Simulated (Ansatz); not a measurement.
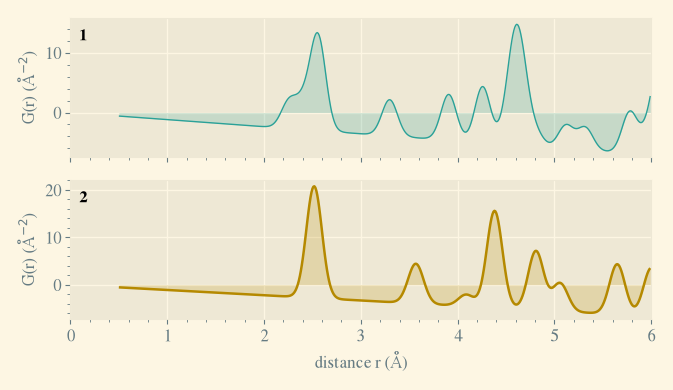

Computed X-ray G(r), with each pair weighted by the product of the atomic numbers (X-ray weights at Q = 0) and a uniform peak width σ = 0.08 Å.

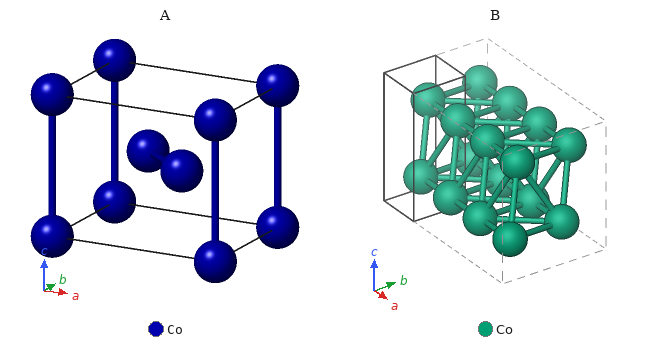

Candidate polymorphs:

A. Co, a = 3.909 Å, b = 3.909 Å, c = 2.406 Å, α = 90.00°, β = 90.00°, γ = 120.00°, P6/mmm

B. Co, a = 2.532 Å, b = 2.532 Å, c = 4.091 Å, α = 90.00°, β = 90.00°, γ = 120.00°, P6_3/mmc

Origins: A, the geometry relaxed with Ansatz, DFT, m-r2SCAN, plane waves (500 eV) with PAW, scalar-relativistic; the starting structure was generated, so it need not be a known form of this composition; B, the geometry relaxed with Ansatz, DFT, BLYP, plane waves (420 eV) with PAW, scalar-relativistic; the starting structure was generated, so it need not be a known form of this composition.

Which PDF belongs to which candidate?

curve 1 is A (Co, first clear peaks at 2.55 Å (Co–Co) and 3.30 Å (Co–Co)); curve 2 is B (Co, first clear peaks at 2.52 Å (Co–Co) and 3.57 Å (Co–Co)).
